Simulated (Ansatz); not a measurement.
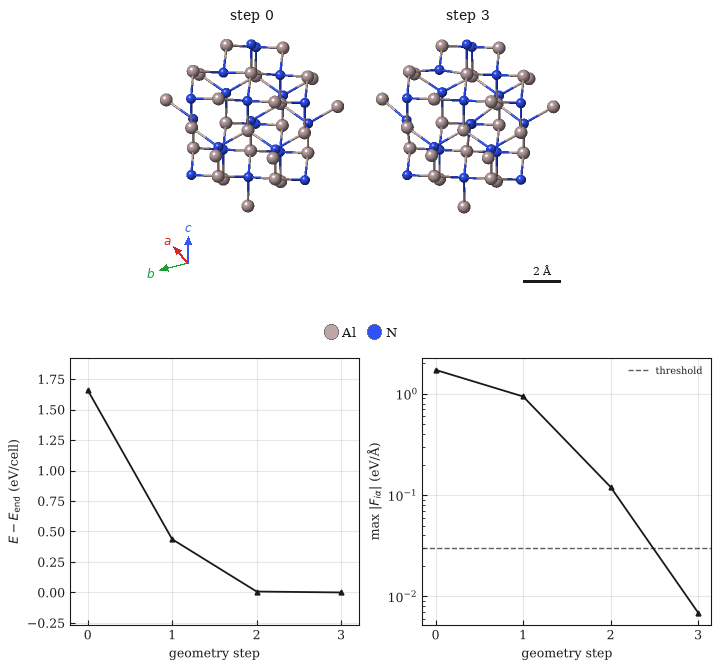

First and last geometry of a relaxation of a defect cell of composition Al$_{47}$N$_{48}$, with the history of the run. The picture is a ball-and-stick view of the atoms within 5.0 Å of the atom that moves most (axes of the cell of the calculation (origin shifted)), seen from a free direction.

These are results of DFT, PBEsol, PAW, plane waves (Ansatz 0.2.0), not measurements. Set-up: plane-wave cutoff 420 eV; k-point mesh 1 × 1 × 1; mesh shifted by (0.25, 0.25, 0.25); collinear spin; atoms relaxed in a fixed cell; force threshold 0.03 eV/Å; at most 80 steps.

Did the run converge, and what did it change?

It converged. After 3 geometry steps the energy has fallen by 1.659 eV per cell of the calculation. The largest force component goes from 1.7 to 0.0069 eV/Å. The atom that moves furthest is an N atom (0.27 Å along [−3 −1 −1]). Largest moves by element: N 0.27 Å, Al 0.07 Å. The cell doesn't change. Some distances before and after: Al–N 1.947 → 1.873 Å, Al–N 1.923 → 1.856 Å, Al–N 1.956 → 1.891 Å, Al–N 1.864 → 1.917 Å. Bond angles that change, for instance: N–Al–N 111.1° → 101.0°, N–Al–N 110.0° → 101.6°, Al–N–Al 106.5° → 114.7°. The program noted that the starting moments weren't kept.
